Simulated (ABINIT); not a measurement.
**Elastic calculation, with input and output: C (part 3 of 3)**

The same run, continued: C (2 atoms in the cell); Kohn-Sham DFT of a periodic cell, PBE, PseudoDojo NC SR PBE v0.5 standard, no spin polarisation (ABINIT 10.8.3); cutoff 1115.67 eV, 6×6×6 k-mesh, fixed occupations. The structure derives from an entry of the Crystallography Open Database.

Geometry of the input (Å; fractional positions):
```
0.0000  1.7863  1.7863
1.7863  0.0000  1.7863
1.7863  1.7863  0.0000
C  0.7500  0.7500  0.7500
C  0.5000  0.5000  0.5000
```

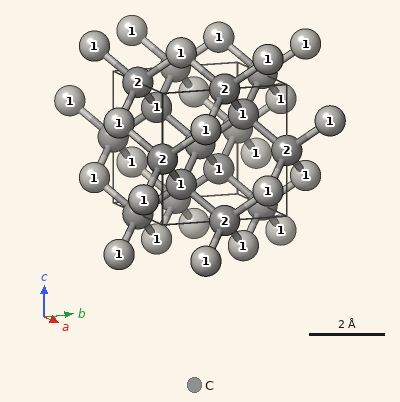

Figure 1. The input geometry (ball-and-stick view of the cell 4 times as large as that of the calculation, set on its symmetry axes, seen slightly off an axis; neighbours outside the cell are drawn fainter; atoms are numbered from 1 in the order of the input).

**What the program printed, continued**
```
--------------------------------------------------------------------------------
 Perturbation wavevector (in red.coord.)   0.000000  0.000000  0.000000
 Perturbation : homogeneous electric field along direction   1
 The set of symmetries contains only one element for this perturbation.
 symkpt : not enough symmetry to change the number of k points.

--------------------------------------------------------------------------------

--------------------------------------------------------------------------------

 Initialisation of the first-order wave-functions :
  ireadwf=   0

--- !BeginCycle
iteration_state: {dtset: 3, }
solver: {iscf: 7, nstep: 80, nline: 4, wfoptalg: 0, }
tolerances: {tolvrs: 1.00E-08, }
...

     iter   2DEtotal(Ha)        deltaE(Ha) residm    vres2
-ETOT  1  -75.394048060838     -7.539E+01 1.913E+01 1.565E+03
 ETOT  2  -75.870091237829     -4.760E-01 2.732E-02 9.987E+00
 ETOT  3  -75.872590853346     -2.500E-03 7.123E-04 3.882E+00
 ETOT  4  -75.874318851757     -1.728E-03 3.276E-05 3.962E-01
 ETOT  5  -75.874513870987     -1.950E-04 2.964E-06 1.050E-03
 ETOT  6  -75.874514151816     -2.808E-07 9.776E-09 1.096E-06
 ETOT  7  -75.874514152654     -8.383E-10 2.843E-10 5.375E-08
 ETOT  8  -75.874514152679     -2.504E-11 2.472E-12 1.406E-10

 At SCF step    8       vres2   =  1.41E-10 < tolvrs=  1.00E-08 =>converged.
-open ddk wf file :runo_DS2_1WF7
-open ddk wf file :runo_DS2_1WF8
-open ddk wf file :runo_DS2_1WF9
================================================================================

 ----iterations are completed or convergence reached----

 Mean square residual over all n,k,spin=   59.797E-15; max=  24.722E-13

 2DEtotal=   -0.7587451415E+02 Ha. Also 2DEtotal=   -0.206465071083E+04 eV
    (  non-var. 2DEtotal :   -7.5874513942E+01 Ha)

--------------------------------------------------------------------------------
 Perturbation wavevector (in red.coord.)   0.000000  0.000000  0.000000
 Found    16 symmetries that leave the perturbation invariant.
 symkpt : the number of k-points, thanks to the symmetries,
 is reduced to    63 .

--------------------------------------------------------------------------------

--------------------------------------------------------------------------------

 Initialisation of the first-order wave-functions :
  ireadwf=   0

--- !BeginCycle
iteration_state: {dtset: 3, }
solver: {iscf: 7, nstep: 80, nline: 4, wfoptalg: 0, }
tolerances: {tolvrs: 1.00E-08, }
...

     iter   2DEtotal(Ha)        deltaE(Ha) residm    vres2
-ETOT  1   2.9049080341721     -9.193E+00 1.574E+00 5.036E+02
 ETOT  2   2.7731327516987     -1.318E-01 5.509E-03 8.462E+00
 ETOT  3   2.7721714767646     -9.613E-04 2.668E-05 5.236E-02
 ETOT  4   2.7721652928277     -6.184E-06 1.050E-06 5.179E-04
 ETOT  5   2.7721652445032     -4.832E-08 3.913E-09 2.473E-06
 ETOT  6   2.7721652440421     -4.612E-10 2.675E-10 1.984E-08
 ETOT  7   2.7721652440372     -4.846E-12 3.781E-12 1.675E-11

 At SCF step    7       vres2   =  1.67E-11 < tolvrs=  1.00E-08 =>converged.
-open ddk wf file :runo_DS2_1WF7
-open ddk wf file :runo_DS2_1WF8
-open ddk wf file :runo_DS2_1WF9
================================================================================

 ----iterations are completed or convergence reached----

 Mean square residual over all n,k,spin=   45.208E-15; max=  37.813E-13

 2DEtotal=    0.2772165244E+01 Ha. Also 2DEtotal=    0.754344591932E+02 eV
    (2DErelax=   -9.3254359938E+00 Ha. 2DEnonrelax=    1.2097601238E+01 Ha)
    (  non-var. 2DEtotal :    2.7721652144E+00 Ha)

--------------------------------------------------------------------------------
 Perturbation wavevector (in red.coord.)   0.000000  0.000000  0.000000
 Found    16 symmetries that leave the perturbation invariant.
 symkpt : the number of k-points, thanks to the symmetries,
 is reduced to    63 .

--------------------------------------------------------------------------------

--------------------------------------------------------------------------------

 Initialisation of the first-order wave-functions :
  ireadwf=   0

--- !BeginCycle
iteration_state: {dtset: 3, }
solver: {iscf: 7, nstep: 80, nline: 4, wfoptalg: 0, }
tolerances: {tolvrs: 1.00E-08, }
...

     iter   2DEtotal(Ha)        deltaE(Ha) residm    vres2
-ETOT  1   2.9048467922505     -9.193E+00 1.574E+00 5.036E+02
 ETOT  2   2.7731311198616     -1.317E-01 5.510E-03 8.461E+00
 ETOT  3   2.7721714483774     -9.597E-04 2.668E-05 5.235E-02
 ETOT  4   2.7721652963034     -6.152E-06 1.050E-06 5.182E-04
 ETOT  5   2.7721652484382     -4.787E-08 3.902E-09 2.458E-06
 ETOT  6   2.7721652479901     -4.481E-10 2.682E-10 1.975E-08
 ETOT  7   2.7721652479855     -4.578E-12 3.768E-12 1.624E-11

 At SCF step    7       vres2   =  1.62E-11 < tolvrs=  1.00E-08 =>converged.
-open ddk wf file :runo_DS2_1WF7
-open ddk wf file :runo_DS2_1WF8
-open ddk wf file :runo_DS2_1WF9
================================================================================

 ----iterations are completed or convergence reached----

 Mean square residual over all n,k,spin=   42.699E-15; max=  37.684E-13

 2DEtotal=    0.2772165248E+01 Ha. Also 2DEtotal=    0.754344593006E+02 eV
    (2DErelax=   -9.3254359892E+00 Ha. 2DEnonrelax=    1.2097601237E+01 Ha)
    (  non-var. 2DEtotal :    2.7721652175E+00 Ha)

--------------------------------------------------------------------------------
 Perturbation wavevector (in red.coord.)   0.000000  0.000000  0.000000
 Found    16 symmetries that leave the perturbation invariant.
 symkpt : the number of k-points, thanks to the symmetries,
 is reduced to    63 .

--------------------------------------------------------------------------------

--------------------------------------------------------------------------------

 Initialisation of the first-order wave-functions :
  ireadwf=   0

--- !BeginCycle
iteration_state: {dtset: 3, }
solver: {iscf: 7, nstep: 80, nline: 4, wfoptalg: 0, }
tolerances: {tolvrs: 1.00E-08, }
...

     iter   2DEtotal(Ha)        deltaE(Ha) residm    vres2
-ETOT  1   2.9047334083191     -9.193E+00 1.574E+00 5.035E+02
 ETOT  2   2.7731266061492     -1.316E-01 5.510E-03 8.457E+00
 ETOT  3   2.7721713774060     -9.552E-04 2.668E-05 5.236E-02
 ETOT  4   2.7721652967197     -6.081E-06 1.051E-06 5.205E-04
 ETOT  5   2.7721652494331     -4.729E-08 3.866E-09 2.411E-06
 ETOT  6   2.7721652490119     -4.211E-10 2.707E-10 1.952E-08
 ETOT  7   2.7721652490077     -4.182E-12 3.721E-12 1.524E-11

 At SCF step    7       vres2   =  1.52E-11 < tolvrs=  1.00E-08 =>converged.
-open ddk wf file :runo_DS2_1WF7
-open ddk wf file :runo_DS2_1WF8
-open ddk wf file :runo_DS2_1WF9
================================================================================

 ----iterations are completed or convergence reached----

 Mean square residual over all n,k,spin=   39.733E-15; max=  37.207E-13

 2DEtotal=    0.2772165249E+01 Ha. Also 2DEtotal=    0.754344593284E+02 eV
    (2DErelax=   -9.3254359875E+00 Ha. 2DEnonrelax=    1.2097601237E+01 Ha)
    (  non-var. 2DEtotal :    2.7721652181E+00 Ha)

--------------------------------------------------------------------------------
 Perturbation wavevector (in red.coord.)   0.000000  0.000000  0.000000
 Found     8 symmetries that leave the perturbation invariant.
 symkpt : the number of k-points, thanks to the symmetries,
 is reduced to   126 .

--------------------------------------------------------------------------------

--------------------------------------------------------------------------------

 Initialisation of the first-order wave-functions :
  ireadwf=   0

--- !BeginCycle
iteration_state: {dtset: 3, }
solver: {iscf: 7, nstep: 80, nline: 4, wfoptalg: 0, }
tolerances: {tolvrs: 1.00E-08, }
...

     iter   2DEtotal(Ha)        deltaE(Ha) residm    vres2
-ETOT  1   1.8022208434417     -7.916E+00 1.687E-01 1.487E+03
 ETOT  2   1.4807896984946     -3.214E-01 2.303E-03 8.285E+00
 ETOT  3   1.4779341959053     -2.856E-03 7.734E-05 1.231E-01
 ETOT  4   1.4779134010694     -2.079E-05 4.976E-07 5.752E-04
 ETOT  5   1.4779133056106     -9.546E-08 1.708E-08 1.036E-06
 ETOT  6   1.4779133051074     -5.032E-10 1.324E-10 9.032E-09

 At SCF step    6       vres2   =  9.03E-09 < tolvrs=  1.00E-08 =>converged.
-open ddk wf file :runo_DS2_1WF7
-open ddk wf file :runo_DS2_1WF8
-open ddk wf file :runo_DS2_1WF9
================================================================================

 ----iterations are completed or convergence reached----

 Mean square residual over all n,k,spin=   27.200E-13; max=  13.242E-11

 2DEtotal=    0.1477913305E+01 Ha. Also 2DEtotal=    0.402160697834E+02 eV
    (2DErelax=   -8.2405480814E+00 Ha. 2DEnonrelax=    9.7184613866E+00 Ha)
    (  non-var. 2DEtotal :    1.4779151069E+00 Ha)

--------------------------------------------------------------------------------
 Perturbation wavevector (in red.coord.)   0.000000  0.000000  0.000000
 Found     8 symmetries that leave the perturbation invariant.
 symkpt : the number of k-points, thanks to the symmetries,
 is reduced to   126 .

--------------------------------------------------------------------------------

--------------------------------------------------------------------------------

 Initialisation of the first-order wave-functions :
  ireadwf=   0

--- !BeginCycle
iteration_state: {dtset: 3, }
solver: {iscf: 7, nstep: 80, nline: 4, wfoptalg: 0, }
tolerances: {tolvrs: 1.00E-08, }
...

     iter   2DEtotal(Ha)        deltaE(Ha) residm    vres2
-ETOT  1   1.8021824433984     -7.916E+00 1.687E-01 1.487E+03
 ETOT  2   1.4807789517680     -3.214E-01 2.303E-03 8.289E+00
 ETOT  3   1.4779340813093     -2.845E-03 7.733E-05 1.227E-01
 ETOT  4   1.4779134040417     -2.068E-05 4.978E-07 5.766E-04
 ETOT  5   1.4779133052537     -9.879E-08 2.436E-08 1.040E-06
 ETOT  6   1.4779133046310     -6.227E-10 3.218E-10 9.441E-09

 At SCF step    6       vres2   =  9.44E-09 < tolvrs=  1.00E-08 =>converged.
-open ddk wf file :runo_DS2_1WF7
-open ddk wf file :runo_DS2_1WF8
-open ddk wf file :runo_DS2_1WF9
================================================================================

 ----iterations are completed or convergence reached----

 Mean square residual over all n,k,spin=   44.729E-13; max=  32.175E-11

 2DEtotal=    0.1477913305E+01 Ha. Also 2DEtotal=    0.402160697704E+02 eV
    (2DErelax=   -8.2405480821E+00 Ha. 2DEnonrelax=    9.7184613867E+00 Ha)
    (  non-var. 2DEtotal :    1.4779151309E+00 Ha)

--------------------------------------------------------------------------------
 Perturbation wavevector (in red.coord.)   0.000000  0.000000  0.000000
 Found     8 symmetries that leave the perturbation invariant.
 symkpt : the number of k-points, thanks to the symmetries,
 is reduced to   126 .

--------------------------------------------------------------------------------

--------------------------------------------------------------------------------

 Initialisation of the first-order wave-functions :
  ireadwf=   0

--- !BeginCycle
iteration_state: {dtset: 3, }
solver: {iscf: 7, nstep: 80, nline: 4, wfoptalg: 0, }
tolerances: {tolvrs: 1.00E-08, }
...

     iter   2DEtotal(Ha)        deltaE(Ha) residm    vres2
-ETOT  1   1.8020834309020     -7.916E+00 1.687E-01 1.488E+03
 ETOT  2   1.4807921383110     -3.213E-01 2.303E-03 8.308E+00
 ETOT  3   1.4779341389083     -2.858E-03 7.735E-05 1.229E-01
 ETOT  4   1.4779134057699     -2.073E-05 1.021E-06 5.780E-04
 ETOT  5   1.4779133047426     -1.010E-07 3.788E-08 1.047E-06
 ETOT  6   1.4779133040645     -6.781E-10 4.822E-10 1.017E-08
 ETOT  7   1.4779133040505     -1.402E-11 2.256E-11 9.029E-11

 At SCF step    7       vres2   =  9.03E-11 < tolvrs=  1.00E-08 =>converged.
-open ddk wf file :runo_DS2_1WF7
-open ddk wf file :runo_DS2_1WF8
-open ddk wf file :runo_DS2_1WF9
================================================================================

 ----iterations are completed or convergence reached----

 Mean square residual over all n,k,spin=   15.552E-14; max=  22.562E-12

 2DEtotal=    0.1477913304E+01 Ha. Also 2DEtotal=    0.402160697546E+02 eV
    (2DErelax=   -8.2405480828E+00 Ha. 2DEnonrelax=    9.7184613868E+00 Ha)
    (  non-var. 2DEtotal :    1.4779131017E+00 Ha)

================================================================================

 ---- first-order wavefunction calculations are completed ----

 ==> Compute Derivative Database <==
 The violation of the charge neutrality conditions
 by the effective charges is as follows :
    atom        electric field
 displacement     direction
       1               1        0.000489        0.000000
       1               2        0.000000        0.000000
       1               3        0.000000        0.000000
       2               1        0.000000        0.000000
       2               2        0.000489        0.000000
       2               3       -0.000000        0.000000
       3               1       -0.000000        0.000000
       3               2       -0.000000        0.000000
       3               3        0.000489        0.000000

 Effective charge tensors after
 imposition of the charge neutrality (if requested by user),
 and eventual restriction to some part :
   atom    displacement
         1         1    0.000000E+00    0.000000E+00    2.944958E-18
         1         2    0.000000E+00    0.000000E+00    2.944958E-18
         1         3    0.000000E+00    0.000000E+00    0.000000E+00
         2         1    0.000000E+00    0.000000E+00   -2.944958E-18
         2         2    0.000000E+00    0.000000E+00   -2.944958E-18
         2         3    0.000000E+00    0.000000E+00    0.000000E+00
 Now, the imaginary part of the dynamical matrix is zeroed

  Dynamical matrix, in cartesian coordinates,
   if specified in the inputs, asr has been imposed
     j1       j2             matrix element
  dir pert dir pert     real part    imaginary part

   1    1   1    1         0.3781206237         0.0000000000
   1    1   1    2        -0.3781206237         0.0000000000

   2    1   2    1         0.3781206237         0.0000000000
   2    1   2    2        -0.3781206237         0.0000000000

   3    1   3    1         0.3781206237         0.0000000000
   3    1   3    2        -0.3781206237         0.0000000000

   1    2   1    1        -0.3781206237         0.0000000000
   1    2   1    2         0.3781206237         0.0000000000

   2    2   2    1        -0.3781206237         0.0000000000
   2    2   2    2         0.3781206237         0.0000000000

   3    2   3    1        -0.3781206237         0.0000000000
   3    2   3    2         0.3781206237         0.0000000000

  Dielectric tensor, in cartesian coordinates,
     j1       j2             matrix element
  dir pert dir pert     real part    imaginary part

   1    4   1    4         5.7698354503        -0.0000000000

   2    4   2    4         5.7698354503        -0.0000000000

   3    4   3    4         5.7698354503        -0.0000000000

  Effective charges, in cartesian coordinates,
  (from electric field response)
   if specified in the inputs, charge neutrality has been imposed
     j1       j2             matrix element
  dir pert dir pert     real part    imaginary part

  Effective charges, in cartesian coordinates,
  (from phonon response)
   if specified in the inputs, charge neutrality has been imposed
     j1       j2             matrix element
  dir pert dir pert     real part    imaginary part

  Rigid-atom elastic tensor , in cartesian coordinates,
     j1       j2             matrix element
  dir pert dir pert     real part    imaginary part

   1    5   1    5         0.0360358636         0.0000000000
   1    5   2    5         0.0042762920         0.0000000000
   1    5   3    5         0.0042762920         0.0000000000

   2    5   1    5         0.0042762919         0.0000000000
   2    5   2    5         0.0360358636         0.0000000000
   2    5   3    5         0.0042762920         0.0000000000

   3    5   1    5         0.0042762919         0.0000000000
   3    5   2    5         0.0042762920         0.0000000000
   3    5   3    5         0.0360358636         0.0000000000

   1    6   1    6         0.0192116786         0.0000000000

   2    6   2    6         0.0192116789         0.0000000000

   3    6   3    6         0.0192116526         0.0000000000

  Internal strain coupling parameters, in cartesian coordinates,
   zero average net force deriv. has been imposed
     j1       j2             matrix element
  dir pert dir pert     real part    imaginary part

   1    1   1    6        -0.0533581591         0.0000000000

   2    1   2    6        -0.0533581728         0.0000000000

   3    1   3    6        -0.0533562166         0.0000000000

   1    2   1    6         0.0533581591         0.0000000000

   2    2   2    6         0.0533581728         0.0000000000

   3    2   3    6         0.0533562166         0.0000000000

  Rigid-atom proper piezoelectric tensor, in cartesian coordinates,
  (from strain response)
     j1       j2             matrix element
  dir pert dir pert     real part    imaginary part

  Phonon wavevector (reduced coordinates) :  0.00000  0.00000  0.00000
 Phonon energies in Hartree :
   0.000000E+00  0.000000E+00  0.000000E+00  5.877066E-03  5.877066E-03
   5.877066E-03
 Phonon frequencies in cm-1    :
   0.000000E+00  0.000000E+00  0.000000E+00  1.289867E+03  1.289867E+03
   1.289867E+03

  Phonon at Gamma, with non-analyticity in the
  direction (cartesian coordinates)  1.00000  0.00000  0.00000
 Phonon energies in Hartree :
   0.000000E+00  0.000000E+00  0.000000E+00  5.877066E-03  5.877066E-03
   5.877066E-03
 Phonon frequencies in cm-1    :
   0.000000E+00  0.000000E+00  0.000000E+00  1.289867E+03  1.289867E+03
   1.289867E+03

  Phonon at Gamma, with non-analyticity in the
  direction (cartesian coordinates)  0.00000  1.00000  0.00000
 Phonon energies in Hartree :
   0.000000E+00  0.000000E+00  0.000000E+00  5.877066E-03  5.877066E-03
   5.877066E-03
 Phonon frequencies in cm-1    :
   0.000000E+00  0.000000E+00  0.000000E+00  1.289867E+03  1.289867E+03
   1.289867E+03

  Phonon at Gamma, with non-analyticity in the
  direction (cartesian coordinates)  0.00000  0.00000  1.00000
 Phonon energies in Hartree :
   0.000000E+00  0.000000E+00  0.000000E+00  5.877066E-03  5.877066E-03
   5.877066E-03
 Phonon frequencies in cm-1    :
   0.000000E+00  0.000000E+00  0.000000E+00  1.289867E+03  1.289867E+03
   1.289867E+03

== END DATASET(S) ==============================================================
================================================================================

 -outvars: echo values of variables after computation  --------
            acell      4.7738238627E+00  4.7738238627E+00  4.7738238627E+00 Bohr
           etotal1    -1.2037638630E+01
           etotal2    -2.1104451837E+01
           etotal3     1.4779133041E+00
            fcart1     1.5579653028E-30 -6.2318612112E-31 -3.1159306056E-31
                      -1.5579653028E-30  6.2318612112E-31  3.1159306056E-31
            fcart3     0.0000000000E+00  0.0000000000E+00  0.0000000000E+00
                       0.0000000000E+00  0.0000000000E+00  0.0000000000E+00
            rprim      0.0000000000E+00  7.0710678120E-01  7.0710678120E-01
                       7.0710678120E-01  0.0000000000E+00  7.0710678120E-01
                       7.0710678120E-01  7.0710678120E-01  0.0000000000E+00
           strten1     2.3719805986E-08  2.3719805982E-08  2.3719805980E-08
                       0.0000000000E+00  0.0000000000E+00  0.0000000000E+00
           strten3     0.0000000000E+00  0.0000000000E+00  0.0000000000E+00
                       0.0000000000E+00  0.0000000000E+00  0.0000000000E+00
           xangst      2.6794384482E+00  2.6794384482E+00  2.6794384482E+00
                       1.7862922988E+00  1.7862922988E+00  1.7862922988E+00
             xred      7.5000000000E-01  7.5000000000E-01  7.5000000000E-01
                       5.0000000000E-01  5.0000000000E-01  5.0000000000E-01
 Calculation completed.
```
